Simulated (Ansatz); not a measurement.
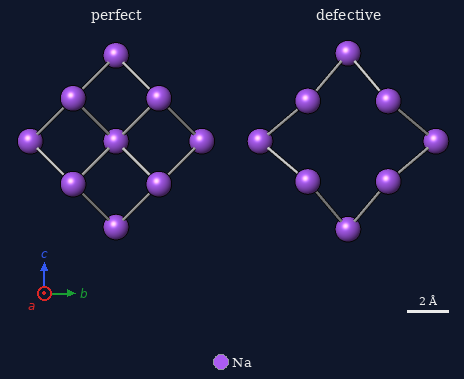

Left: perfect Na. Right: the same region with one point defect, after relaxing the atoms in a supercell of 32 sites. A ball-and-stick model of the atoms within 5.4 Å of one point, in a slice 5.0 Å thick across the line of sight, seen along the a axis.

These are results of DFT PBE, scalar-relativistic, plane waves, PAW (Ansatz 0.2.0), not measurements. Set-up: plane-wave cutoff 420 eV; k-point mesh 3 × 3 × 3; occupations gaussian; smearing width 0.1 eV; no spin polarisation. The cell is small and the k-mesh coarse, so the numbers are rough. The axes drawn are those of the host's conventional cell.

### What kind of defect was made?

A sodium atom is taken out (a vacancy).

The charge state of the cell is 0.

### What does the relaxation do around it?

Around the empty Na site the host had 8 Na at 3.63 Å; after relaxation the nearest atoms are 8 Na at 3.41 Å. Of the host's atoms, a sodium atom moves furthest from its site, by 0.23 Å. Relaxing the atoms from the host's sites lowers the energy by 0.07 eV. At a tolerance of 0.02 Å the relaxed supercell has space group Fm-3m.
